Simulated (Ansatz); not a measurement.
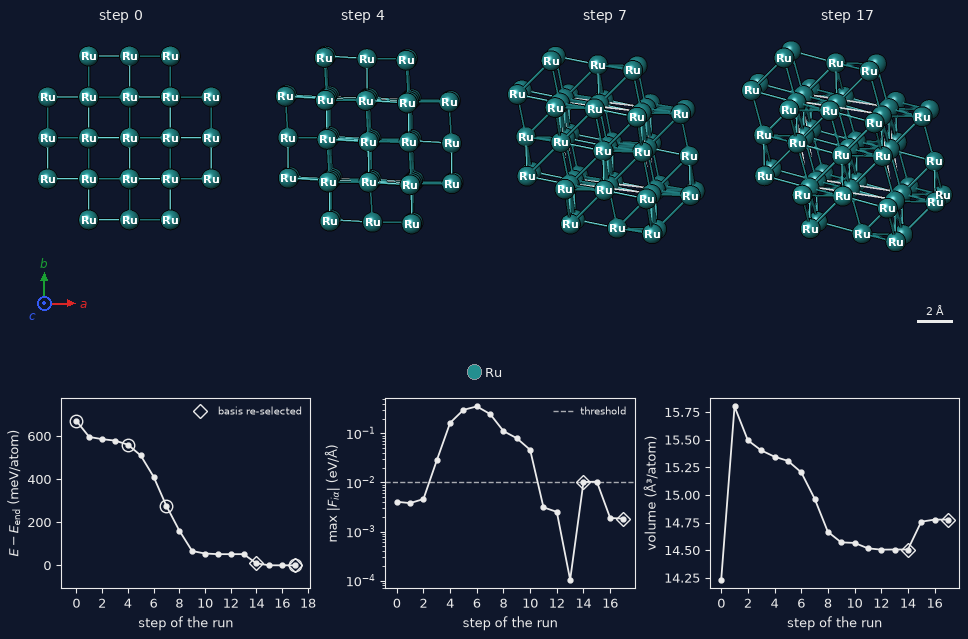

Frames of a relaxation of a crystal of Ru (a generated structure, set up in I4_1/amd), marked on the history of the run. Style: ball-and-stick. Shown: the conventional cell (2 times the calculation's cell), along the c axis. Lengths and directions refer to the drawn axes.

Phase: beta-Sn type.

Method: DFT, PBE, plane waves (420 eV) with PAW, scalar-relativistic (Ansatz 0.2.0).

Input
```yaml
crystal:
  lattice:
    - [-2.3533498774, 2.3533498774, 1.2849290331]
    - [2.3533498774, -2.3533498774, 1.2849290331]
    - [2.3533498774, 2.3533498774, -1.2849290331]
  atoms:
    - { symbol: Ru, position: [0.0, 0.0, 0.0] }
    - { symbol: Ru, position: [0.75, 0.25, 0.5] }
hamiltonian:
  xc: pbe
  pseudopotentials:
    kind: paw
    azcp:
      Ru: "pseudopotentials/Ru.paw.azcp"
basis:
  ecutwfc: 420
  fft_grid_basis: typed
kpoints:
  mp_grid: { grid: [14, 14, 10], shift: [0, 0, 0] }
magnetization:
  spin_polarized: false
scf:
  occupations: { method: fermi_dirac, width: 0.1 }
relax:
  max_steps: 60
  f_tol: 0.01
  cell: {}
```

Run as
```bash
ansatz run input.yaml --threads 1 --pin off --max-ram 3584MiB --backend cpu --events-out ev --progress --plain --runs-dir out
```

Describe the path.

Answer. The largest moves relative to the cell, 0.15 Å, are those of Ru1 and Ru2. Ru1 goes along [1 −1 0]. Cell: a = b 4.707 → 5.021 Å (+6.7 %), c 2.570 → 2.728 Å (+6.2 %), α 90.0° → 105.8°, β 90.0° → 105.8°, γ 90.0° → 105.7°. Volume +3.8 %. Among the contacts that change: Ru1–Ru1 3.568 → 2.706 Å, Ru1–Ru2 3.042 → 2.561 Å, Ru1–Ru2 (another image) 2.439 → 2.676 Å, Ru1–Ru1 (another image) 2.570 → 2.728 Å. New bonds form: Ru1–Ru1 (3.57 → 2.71 Å), Ru2–Ru2 (3.57 → 2.71 Å). Among the angles between lasting bonds that change: Ru2–Ru1–Ru2 94.0° → 60.7°, Ru1–Ru1–Ru2 74.7° → 57.8°, Ru1–Ru1–Ru2 105.3° → 122.2°. The space group (tolerance 0.01 Å) goes from I4_1/amd (No. 141) to Cmcm (No. 63). After 15 accepted moves (17 points after the start) the energy has fallen by 671 meV per atom. The largest force component goes from 0.004 to 0.0018 eV/Å. The pressure goes from 22.31 to 0.00 GPa. At 2 points the geometry stayed and the basis and grid were re-selected for the new cell (energy shift of 42.7 meV per atom at most each time). From step 0 to 4: Ru atoms move most (0.03 Å), volume +7.8 %, energy −110 meV per atom. From step 4 to 7: Ru atoms move most (0.07 Å), volume −2.5 %, energy −285 meV per atom. From step 7 to 17: Ru atoms move most (0.04 Å), volume −1.3 %, energy −276 meV per atom.

| step | E − E(0), meV/atom | largest force component, eV/Å | pressure, GPa | volume, Å³/atom | note |
| --- | --- | --- | --- | --- | --- |
| 0 | 0.00 | 0.0040 | 22.31 | 14.233 |  |
| 1 | -74.65 | 0.0038 | -5.79 | 15.802 |  |
| 2 | -84.90 | 0.0046 | -1.27 | 15.495 |  |
| 3 | -91.63 | 0.0283 | 0.50 | 15.404 |  |
| 4 | -110.32 | 0.1642 | 1.51 | 15.347 |  |
| 5 | -160.33 | 0.3015 | 0.46 | 15.309 |  |
| 6 | -258.96 | 0.3544 | -0.97 | 15.206 |  |
| 7 | -395.14 | 0.2480 | -0.46 | 14.969 |  |
| 8 | -509.32 | 0.1114 | 2.27 | 14.666 |  |
| 9 | -604.44 | 0.0797 | -0.04 | 14.571 |  |
| 10 | -615.95 | 0.0462 | -1.56 | 14.567 |  |
| 11 | -618.93 | 0.0031 | -0.16 | 14.518 |  |
| 12 | -618.97 | 0.0025 | 0.00 | 14.505 |  |
| 13 | -618.97 | 0.0001 | 0.00 | 14.507 |  |
| 14 | -661.69 | 0.0102 | 4.87 | 14.507 | same geometry, new basis |
| 15 | -670.70 | 0.0104 | 0.31 | 14.758 |  |
| 16 | -670.82 | 0.0019 | 0.03 | 14.777 |  |
| 17 | -670.93 | 0.0018 | 0.00 | 14.777 | same geometry, new basis |
